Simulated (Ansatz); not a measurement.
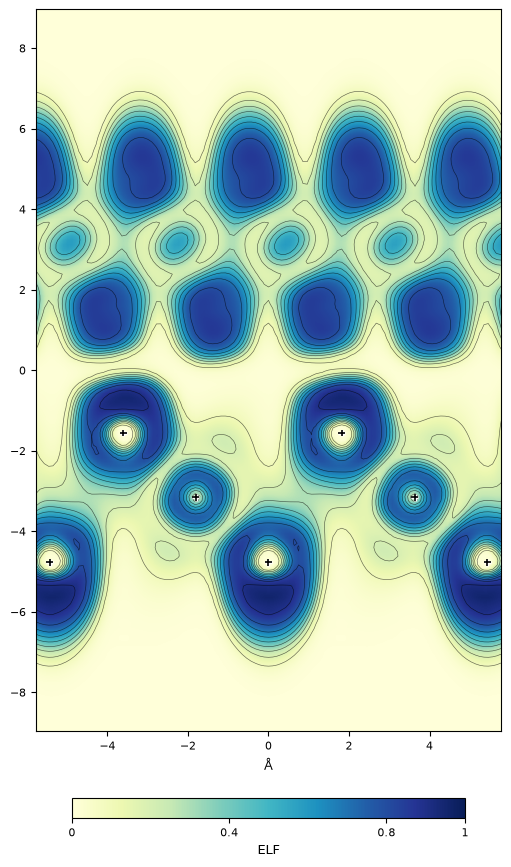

The ELF on a plane through atoms (crosses mark nuclei in the plane).

All numbers below come from DFT PBE+D3(BJ), scalar-relativistic, plane waves, PAW in Ansatz.

Candidates:
A. Sn, a = 6.57 Å, b = 6.57 Å, c = 6.57 Å, α = 90.00°, β = 90.00°, γ = 90.00°. Space group Fd-3m.
B. MoS2 (slab), a = 3.14 Å, b = 3.14 Å, c = 45.47 Å, α = 90.00°, β = 90.00°, γ = 120.00°. Computed without spin polarisation.

Q: Which system is this?

A: Candidate B: MoS2 on the (110) plane of the calculation cell, a cut from vacuum to vacuum, which holds S and Mo. Mo–S (2.41 Å): the ELF peaks at about 0.85 in the valence shell of S, 0.8 Å from its nucleus, and is about 0.40 at the midpoint.
